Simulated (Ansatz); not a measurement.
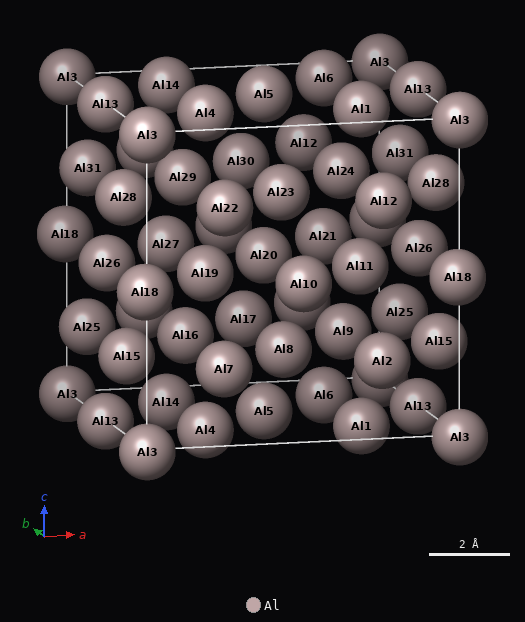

**Figure 1.** The structure as given in the input (spheres-only view of the cell of the calculation, seen slightly off an axis; atoms are numbered from 1 in the order of the input).

# Geometry relaxation of Al (part 1 of 2)

System: Al (defect cell, 31 atoms in the cell).
Method: DFT PBE, scalar-relativistic, plane waves, PAW, PAW set soft_1, no spin polarisation (Ansatz 0.2.0).

It belongs to a series of runs on one base structure; here: end point A relaxed. Figures and captions count atoms from 1; the log counts them from 0 in places.

Log
```
Engine: ansatz 0.2.0, aarch64-unknown-linux-gnu
Pseudopotentials: kind: paw
Pseudopotential: Al, paw, valence charge 3, recommended cutoff 420 eV (normal), [file]
Functional definition: PBE
  parameter kappa = 0.804
  parameter beta = 0.06672455060314922
  exchange = pbe_x(kappa = kappa, mu = beta*pi^2/3)
  correlation = pbe_c(beta = beta)
Crystal: 31 atoms, lattice volume = 531.441 Å³
Basis set: ecut = 420 eV, 10395 PW (Γ), exchange–correlation on 120×120×120 points (8 copies of the dense FFT grid, shifted against one another)
Bands: 78, of which v1, the nominal top of the filled ones, is band 47 counted from 1 (46 counted from 0)
Symmetry: 1 space group operations
Space group: P1 (ITA 1), of the structure as read, at distance tolerance 8.1e-5 Å
k-points: 14 of 27 (time reversal used)
Non-local potential: Al, projectors of the file, l = 0: 2, l = 1: 2, l = 2: 1
PAW form: soft (Blöchl's): semilocal exchange-correlation on the pseudo side does not see the compensation charge
PAW one-centre angular grid: Al, 110 points (default); XC on 64 Gauss nodes
Initial density: superposition of atomic densities (chi_scale 0.1, normalization cell)
Initial wavefunctions: pseudopotential atomic-orbital guess
Functional: x = pbe(κ = 0.804, μ = 0.2195149727645171), c = pbe(β = 0.06672455060314922)
SCF iter   1: F=—  HF=-16663.546365 eV  |F-HF|=—  |Δ(HF+E_count)|=         —  Δρ=2.28e-2  dr2=4.34e0  ethr=3.10e-3  ⟨swp⟩=8.9  Hψ=5855  notcnv=0
preconditioner: auto → Kerker (q_TF=auto, 2.040 Å⁻¹)  [metal: Δε(μ)=0.091 eV  Ē_g=6.684 eV  σ=0.150 eV  W_gap=0.31  n_scr=80 (ndim 8)  ℏωp=15.5 eV  f_vac=0.000  D(μ)=8.95/eV (n_scr^D=56)]
SCF iter   2: F=—  HF=-16662.937724 eV  |F-HF|=—  |Δ(HF+E_count)|=   6.09e-1  Δρ=1.50e-2  dr2=1.79e0  ethr=3.10e-3  ⟨swp⟩=1.0  Hψ=1260  notcnv=0  defer=8
SCF iter   3: F=—  HF=-16662.254775 eV  |F-HF|=—  |Δ(HF+E_count)|=   6.83e-1  Δρ=1.11e-3  dr2=1.34e-2  ethr=1.93e-3  ⟨swp⟩=2.7  Hψ=1294  notcnv=0  defer=38
SCF iter   4: F=—  HF=-16662.252708 eV  |F-HF|=—  |Δ(HF+E_count)|=   2.07e-3  Δρ=3.70e-4  dr2=2.11e-3  ethr=1.44e-5  ⟨swp⟩=2.7  Hψ=1704  notcnv=0  defer=292
SCF iter   5: F=—  HF=-16662.253006 eV  |F-HF|=—  |Δ(HF+E_count)|=   2.97e-4  Δρ=1.44e-4  dr2=3.33e-4  ethr=2.27e-6  ⟨swp⟩=2.1  Hψ=1128  notcnv=0  defer=292
SCF iter   6: F=-16662.253099 eV  HF=-16662.253100 eV  |F-HF|=8.39e-7  |Δ(HF+E_count)|=   9.42e-5  Δρ=2.10e-5  dr2=7.26e-6  ethr=2.42e-8  ⟨swp⟩=3.0  Hψ=3724  notcnv=0
SCF 1 converged in 6 iterations: F = -16662.253099 eV  dr2 = 7.26e-6
  greatest PAW one-centre occupation: 0.453 electrons in one spin orbital (limit 2), on the Al atom at site 11 (counted from 0), in its partial waves of l = 0
relax step   1: F+E_penalty+E_count = -16662.25309905 eV  Δ(F+E_penalty+E_count) = +0.000e0 eV  max|allowed force component| = 4.909e-1 eV/Å  Δτ_max = 0.0000 Å  (6 SCF iters, dr2 threshold 2.25e-5 eV, accepted)
Initial density: handed on by an earlier stage of this run
Initial wavefunctions: those handed on with the density
iter 1 solved again at ethr=3.35e-4 eV; its pass at ethr=3.10e-3 eV (dr2=3.11e-1 eV) is discarded
SCF iter   1: F=—  HF=-16662.530090 eV  |F-HF|=—  |Δ(HF+E_count)|=         —  Δρ=3.38e-3  dr2=3.16e-1  ethr=3.35e-4  ⟨swp⟩=1.0  Hψ=3853  notcnv=0  defer=292
preconditioner: auto → Kerker (q_TF=auto, 2.040 Å⁻¹)  [metal: Δε(μ)=0.007 eV  Ē_g=6.660 eV  σ=0.150 eV  W_gap=0.03  n_scr=80 (ndim 8)  ℏωp=15.5 eV  f_vac=0.000  D(μ)=10.02/eV (n_scr^D=56)]
SCF iter   2: F=—  HF=-16662.484440 eV  |F-HF|=—  |Δ(HF+E_count)|=   4.56e-2  Δρ=1.93e-3  dr2=8.96e-2  ethr=3.35e-4  ⟨swp⟩=1.0  Hψ=800  notcnv=0  defer=292
SCF iter   3: F=—  HF=-16662.466265 eV  |F-HF|=—  |Δ(HF+E_count)|=   1.82e-2  Δρ=2.17e-4  dr2=3.48e-4  ethr=9.63e-5  ⟨swp⟩=2.4  Hψ=1214  notcnv=0  defer=292
SCF iter   4: F=—  HF=-16662.465978 eV  |F-HF|=—  |Δ(HF+E_count)|=   2.87e-4  Δρ=3.99e-5  dr2=1.10e-5  ethr=3.74e-7  ⟨swp⟩=2.1  Hψ=1728  notcnv=0  defer=292
SCF iter   5: F=-16662.465977 eV  HF=-16662.465978 eV  |F-HF|=2.58e-7  |Δ(HF+E_count)|=   7.02e-7  Δρ=6.95e-6  dr2=7.65e-7  ethr=1.18e-8  ⟨swp⟩=4.0  Hψ=2641  notcnv=0
SCF 2 converged in 5 iterations: F = -16662.465977 eV  dr2 = 7.65e-7
  greatest PAW one-centre occupation: 0.452 electrons in one spin orbital (limit 2), on the Al atom at site 6 (counted from 0), in its partial waves of l = 0
relax step   2: F+E_penalty+E_count = -16662.46597740 eV  Δ(F+E_penalty+E_count) = -2.129e-1 eV  max|allowed force component| = 1.160e-1 eV/Å  Δτ_max = 0.1079 Å  (5 SCF iters, dr2 threshold 1.51e-5 eV, accepted)
SCF iter   1: F=—  HF=-16662.482645 eV  |F-HF|=—  |Δ(HF+E_count)|=         —  Δρ=7.72e-4  dr2=1.69e-2  ethr=2.07e-4  ⟨swp⟩=2.3  Hψ=2081  notcnv=0  defer=292
preconditioner: auto → Kerker (q_TF=auto, 2.040 Å⁻¹)  [metal: Δε(μ)=0.055 eV  Ē_g=6.666 eV  σ=0.150 eV  W_gap=0.20  n_scr=80 (ndim 8)  ℏωp=15.5 eV  f_vac=0.000  D(μ)=9.67/eV (n_scr^D=56)]
SCF iter   2: F=—  HF=-16662.480415 eV  |F-HF|=—  |Δ(HF+E_count)|=   2.23e-3  Δρ=4.45e-4  dr2=4.72e-3  ethr=1.82e-5  ⟨swp⟩=1.0  Hψ=1260  notcnv=0  defer=292
SCF iter   3: F=—  HF=-16662.479559 eV  |F-HF|=—  |Δ(HF+E_count)|=   8.55e-4  Δρ=5.51e-5  dr2=2.18e-5  ethr=5.07e-6  ⟨swp⟩=2.2  Hψ=1149  notcnv=0  defer=292
SCF iter   4: F=—  HF=-16662.479235 eV  |F-HF|=—  |Δ(HF+E_count)|=   3.24e-4  Δρ=1.02e-5  dr2=7.46e-7  ethr=2.34e-8  ⟨swp⟩=2.2  Hψ=1419  notcnv=0  defer=292
SCF iter   5: F=-16662.479235 eV  HF=-16662.479235 eV  |F-HF|=2.97e-8  |Δ(HF+E_count)|=   5.28e-8  Δρ=1.71e-6  dr2=5.61e-8  ethr=1.08e-10  ⟨swp⟩=4.3  Hψ=3149  notcnv=0
SCF 3 converged in 5 iterations: F = -16662.479235 eV  dr2 = 5.61e-8
  greatest PAW one-centre occupation: 0.452 electrons in one spin orbital (limit 2), on the Al atom at site 22 (counted from 0), in its partial waves of l = 0
relax step   3: F+E_penalty+E_count = -16662.47923505 eV  Δ(F+E_penalty+E_count) = -1.326e-2 eV  max|allowed force component| = 4.881e-3 eV/Å  Δτ_max = 0.0234 Å  (5 SCF iters, accepted)
```

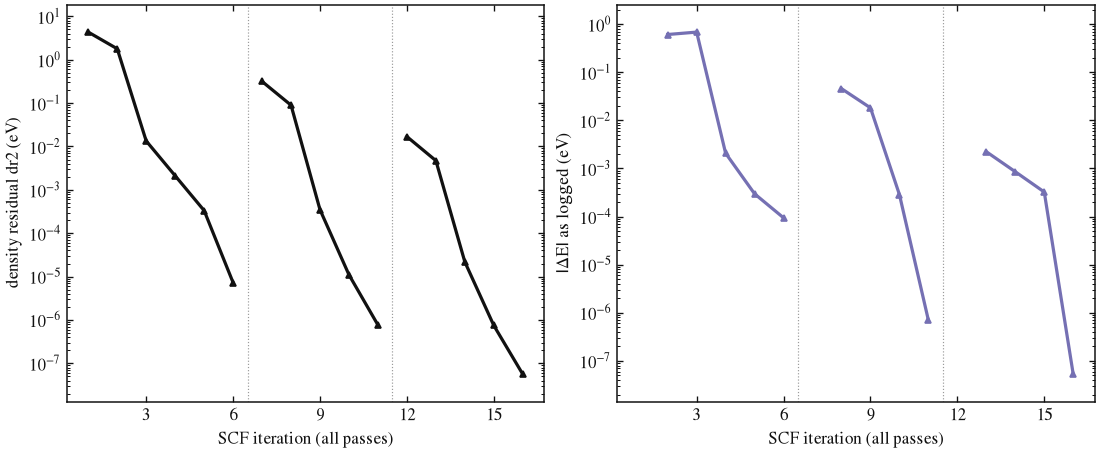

**Figure 2.** Convergence of the self-consistent field: density residual dr2 and size of the energy change against the SCF iteration. The dotted lines part the SCF passes of the relaxation: geometry steps, rejected trials and re-solves on a re-selected basis. The passes take 6, 5 and 5 iterations.

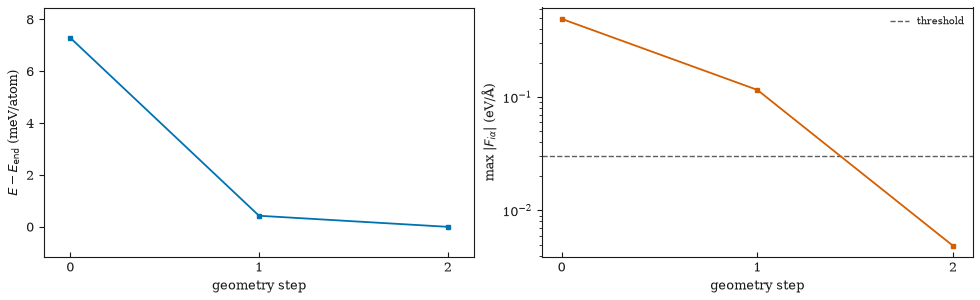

**Figure 3.** Progress of the relaxation, step by step (the first geometry is step 0 here and step 1 in the log).

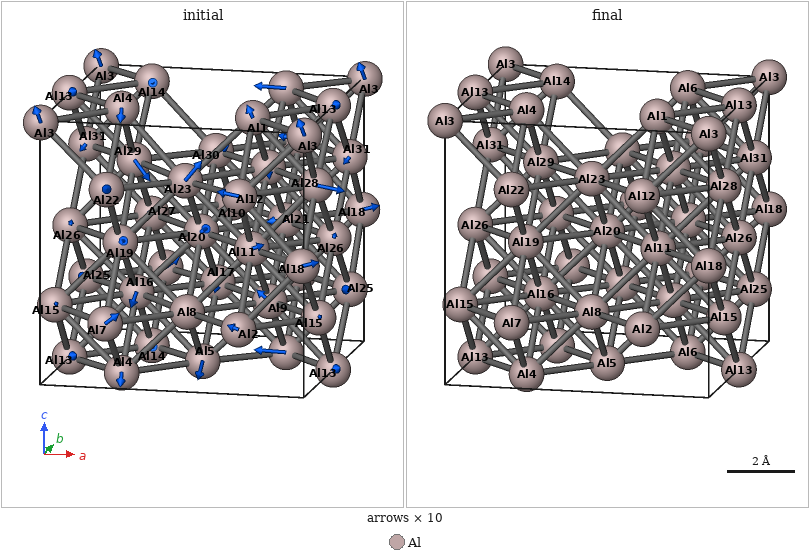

**Figure 4.** Before (left) and after (right) the relaxation, at one scale (ball-and-stick view of the cell of the calculation, seen slightly off an axis). The blue arrows give the displacements, magnified 10 times. Al6 moves most: 0.098 Å. The cell doesn't change. Among the contacts that change: Al1–Al28 2.764 → 2.880 Å, Al20–Al21 2.980 → 2.864 Å, Al12–Al28 2.766 → 2.880 Å, Al6–Al30 2.950 → 2.839 Å. After 2 geometry steps the energy has fallen by 7.3 meV per atom. Largest force component: 0.49 eV/Å at the start, 0.0049 eV/Å at the end. (Atoms are counted from 1 in the order of the input.)

```
SCF converged after 5 iterations
Free energy (F): -16662.479235 eV
Harris-Foulkes:  -16662.479235 eV  (|F-HF|=2.97e-8)
Internal energy: -16662.370009 eV  (E = F + TS)
E sigma→0 (E₀):  -16662.424622 eV
Entropy (-TS):   -0.109226 eV (-3.523 meV/atom)
Fermi energy:    7.391643 eV
--- Per-component energies (eV) ---
  E_band       = 293.837932
  E_kinetic    = 686.527911
  E_local      = 260.943145  (includes V_loc(G=0)·N_el)
  E_nonlocal   = 309.856716
  E_hartree    = 20.716453
  E_xc         = -1162.832103
  E_vxc        = -897.012428  (∫ρ·V_xc dr)
  E_paw        = -14551.013831  (= ΣΔE_a)
  E_vpaw       = -107.909345  (= ΣTr[D̂ρ^β])
  E_aug_tail   = -0.000065  (compensation charges beyond the density's cutoff)
  E_ewald      = -2226.568235
  E_smearing   = -0.109226  (= −TS)
  E_closure    = -0.000000  (closes the sum)
  Σ components = -16662.479235   (vs F -16662.479235, Δ=0.00e0)
--- Forces (eV/Å), atoms counted from 1 ---
  atom   1  Al    -0.00001614    -0.00111086     0.00209817
  atom   2  Al    -0.00364828    -0.00210456    -0.00003444
  atom   3  Al    -0.00145576     0.00059310     0.00053289
  atom   4  Al    -0.00080019    -0.00187021     0.00260166
  atom   5  Al     0.00237765     0.00125592    -0.00077503
  atom   6  Al    -0.00419167    -0.00090622     0.00268790
  atom   7  Al    -0.00053781     0.00019724    -0.00204774
  atom   8  Al     0.00150984     0.00015327     0.00105643
  atom   9  Al    -0.00227268    -0.00057065     0.00248686
  atom  10  Al     0.00392571     0.00205375     0.00085158
  atom  11  Al     0.00146855    -0.00106545    -0.00231623
  atom  12  Al    -0.00167731     0.00060896     0.00146087
  atom  13  Al     0.00153923    -0.00202358    -0.00278232
  atom  14  Al    -0.00037173     0.00266119    -0.00002087
  atom  15  Al     0.00121543     0.00123560     0.00273187
  atom  16  Al     0.00008238    -0.00043512    -0.00058683
  atom  17  Al    -0.00326074     0.00026569    -0.00076158
  atom  18  Al     0.00142423     0.00141575    -0.00116835
  atom  19  Al    -0.00184665     0.00345903    -0.00313890
  atom  20  Al     0.00109994    -0.00009773    -0.00210892
  atom  21  Al    -0.00072025     0.00072213    -0.00100337
  atom  22  Al     0.00276183    -0.00449815     0.00215429
  atom  23  Al     0.00239324     0.00051508    -0.00010545
  atom  24  Al     0.00334243    -0.00148195     0.00101730
  atom  25  Al    -0.00002307    -0.00130057     0.00121835
  atom  26  Al     0.00221054    -0.00199277     0.00196486
  atom  27  Al    -0.00381579    -0.00102856    -0.00190723
  atom  28  Al     0.00414494     0.00488079    -0.00072622
  atom  29  Al    -0.00278050     0.00211201    -0.00325604
  atom  30  Al    -0.00391440     0.00144297     0.00071758
  atom  31  Al     0.00183148    -0.00308861    -0.00084092
  max |Σ_I F_I| component: 5.58e-6 eV/Å
```
